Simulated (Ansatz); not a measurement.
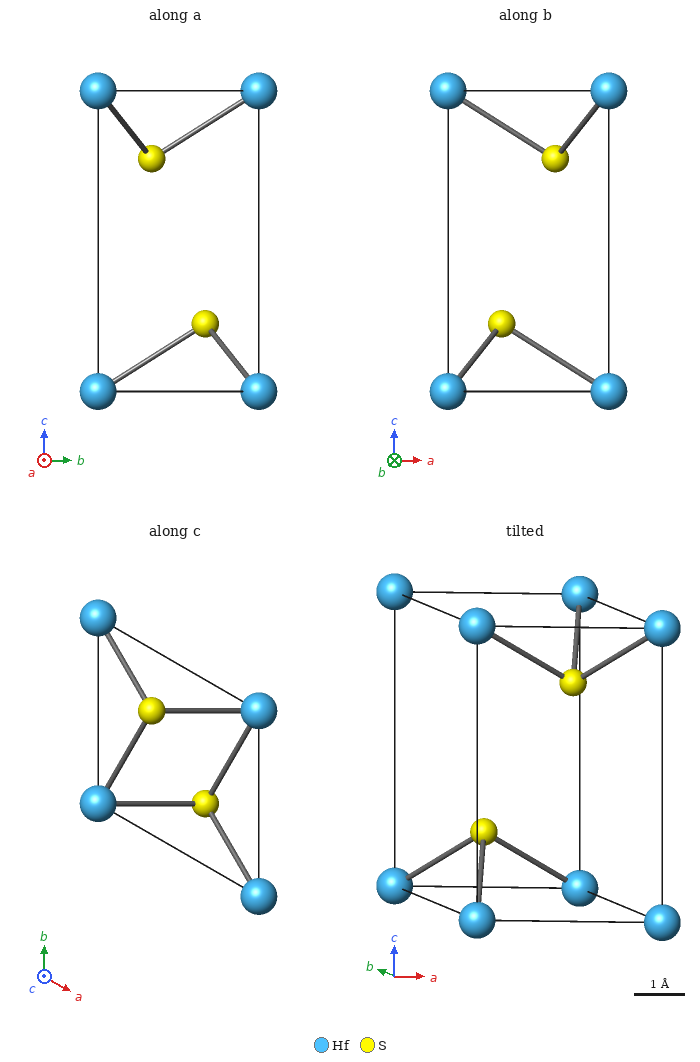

The crystal in a ball-and-stick representation, seen along the a axis, along the b axis, along the c axis and slightly off an axis. The frame is the conventional unit cell; atoms at its boundary are shown with their periodic copies.

Lattice parameters: a = 3.776 Å, b = 3.776 Å, c = 6.113 Å, α = 90.00°, β = 90.00°, γ = 120.00°. Put a along x and b in the xy plane.

Question: Give the atomic positions as a POSCAR file, with free fractional coordinates to two decimals.

Answer:
```
Hf S
1.0
     3.776    0.000    0.000
    -1.888    3.270    0.000
     0.000    0.000    6.113
Hf S
1 2
Direct
  0.00 0.00 0.00
  0.3333 0.6667 0.23
  0.6667 0.3333 0.77
```

The cell started as a structure type filled with these elements by a generator (whether the compound takes this form wasn't checked). The cell was then strained or its atoms displaced on purpose. It went into a calculation with Ansatz.
